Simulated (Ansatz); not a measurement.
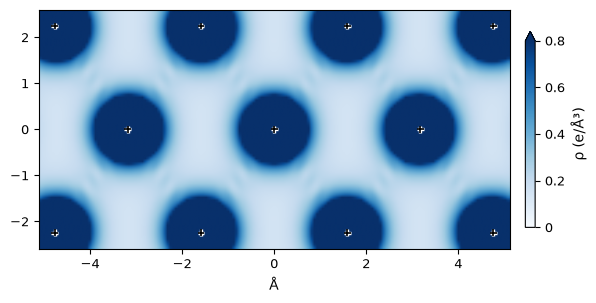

The valence charge density (pseudo) on a plane through atoms (crosses mark nuclei in the plane).

Level of theory: DFT, r2SCAN, plane waves (500 eV) with PAW, scalar-relativistic in Ansatz 0.2.0.

Candidates:
A. Cr, a = 2.89 Å, b = 2.89 Å, c = 3.93 Å, α = 90.00°, β = 90.00°, γ = 120.00°. Space group P6₃/mmc; set up as Cr, hcp; a generated structure, not necessarily the stable one; changed on purpose from its base cell (volume × 0.96); computed pressure about 3 GPa in this cell; spin-polarised.
B. Ga, a = 3.18 Å, b = 3.18 Å, c = 3.18 Å, α = 90.00°, β = 90.00°, γ = 90.00°. Space group Im-3m; set up as Ga, bcc; a generated structure, not necessarily the stable one; changed on purpose from its base cell (volume × 0.88); computed pressure about 10 GPa in this cell; computed without spin polarisation.
C. Os, a = 5.52 Å, b = 5.52 Å, c = 5.52 Å, α = 90.00°, β = 90.00°, γ = 90.00°. Space group Fd-3m; set up as Os, diamond; a generated structure, not necessarily the stable one; computed without spin polarisation.

> Which candidate gave the map?

Candidate B: Ga on the (011) plane of the conventional cell, which holds Ga. Ga–Ga (2.75 Å): the density is about 0.27 e/Å³ at the midpoint, with its minimum of 0.22 e/Å³ about 1.5 Å from Ga.
